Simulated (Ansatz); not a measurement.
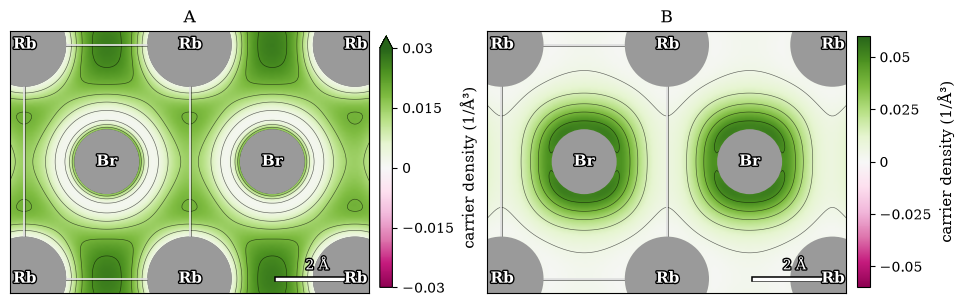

RbBr, doped once with holes and once with electrons (0.1 e in the calculation's cell of 2 atoms, uniform background, atoms fixed). Each panel shows the carrier's density (positive where it sits) on the (11̄0) plane of the conventional cell; grey discs cover the cores. Cores are masked to 1.0 Å (Rb) and 0.8 Å (Br).

Space group Pm-3m. The cell comes from a database of computed structures, not from a measurement.

Level of theory: DFT LDA, scalar-relativistic, plane waves, PAW in Ansatz.

Tell the hole from the electron.

Answer. A is the electron: outside the cores it is densest 2.1 Å from a rubidium nucleus; it divides as Br about 55 % and Rb about 45 %. B is the hole: outside the cores it is densest at the edge of the masked core of Br; it divides as Br about 85 % and Rb about 15 %. Shares are sums over atomic cells sized by the Bader volumes, which fill 40 % (Rb) and 60 % (Br) of the cell, so only an excess over these marks a preference; they are shares of the net change, screening included, and the band-edge orbitals themselves can be more concentrated.

Run times: 9 s (electron) and 9 s (hole), on 1 thread of Arm Neoverse V1, on a shared host.
